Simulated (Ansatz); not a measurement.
Consider SnS.

The calculation's input:

```
crystal:
  lattice:
    - [11.4455026159, 0.0, 0.0]
    - [0.0, 4.023284454, 0.0]
    - [0.0, 0.0, 4.4542025567]
  atoms:
    - { symbol: Sn, position: [0.1215422482, 0.25, 0.1300059313] }
    - { symbol: Sn, position: [0.3784577518, 0.75, 0.6300059313] }
    - { symbol: Sn, position: [0.6215422482, 0.25, 0.3699940687] }
    - { symbol: Sn, position: [0.8784577518, 0.75, 0.8699940687] }
    - { symbol: S, position: [0.8498958712, 0.25, 0.4774433427] }
    - { symbol: S, position: [0.6501041288, 0.75, 0.9774433427] }
    - { symbol: S, position: [0.3498958712, 0.25, 0.0225566573] }
    - { symbol: S, position: [0.1501041288, 0.75, 0.5225566573] }
basis:
  ecutwfc: 420
kpoints:
  mp_grid: { grid: [4, 8, 6] }
  band_path:
    path:
      - [[0.0, 0.0, 0.0], [0.5, 0.0, 0.0], [0.5, 0.5, 0.0], [0.0, 0.5, 0.0], [0.0, 0.0, 0.0], [0.0, 0.0, 0.5], [0.5, 0.0, 0.5], [0.5, 0.5, 0.5], [0.0, 0.5, 0.5], [0.0, 0.0, 0.5]]
      - [[0.5, 0.0, 0.0], [0.5, 0.0, 0.5]]
      - [[0.0, 0.5, 0.0], [0.0, 0.5, 0.5]]
      - [[0.5, 0.5, 0.0], [0.5, 0.5, 0.5]]
    npoints: 10
hamiltonian:
  xc: pbe
scf:
  occupations: { method: gaussian, width: 0.02 }
output:
  forces: true
  stress: true
  eigenvalues: true
  populations: true
  dos: { projected: true, de: 0.02 }
  bader: false
  write_density: true
  write_potential: true
  elf: true
  volumetric_format: npy
magnetization:
  noncollinear: true
  spin_orbit: true
```

Command:

```sh
ansatz run input.yaml --threads 4 --pin off --max-ram 10240MiB --backend cpu --events-out ev --progress --plain --runs-dir out
```

Below, planes, directions and counts refer to the conventional cell (a = 11.45 Å, b = 4.02 Å, c = 4.45 Å, α = 90.00°, β = 90.00°, γ = 90.00°).

Space group Pnma.

These are results of Ansatz, DFT PBE, spin-orbit coupling, plane waves, PAW, not measurements.

### What can the converged valence pseudo-density and electron localisation function tell about the bonding?

Sn–S (2.66 Å): ρ is about 0.37 e/Å³ halfway; the ELF peaks at about 0.85 in the valence shell of S, 0.9 Å from its nucleus, and is about 0.50 at the midpoint.

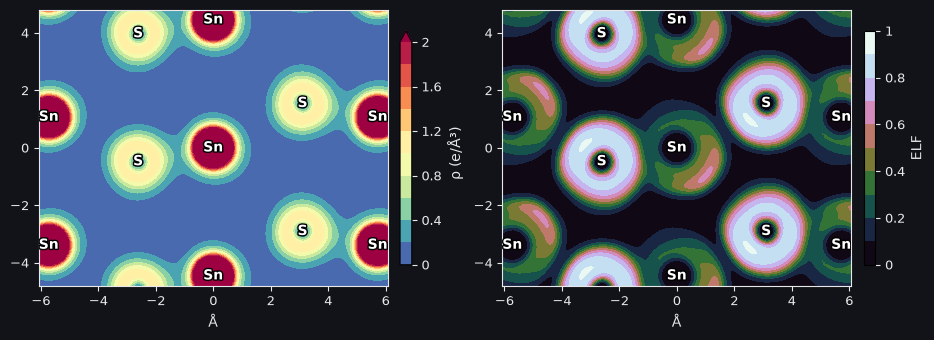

Computed valence pseudo-density and electron localisation function on the (010) plane of the conventional cell, in this order. 

The density is the valence pseudo-density of a PAW calculation; it isn't the true density close to the nuclei.
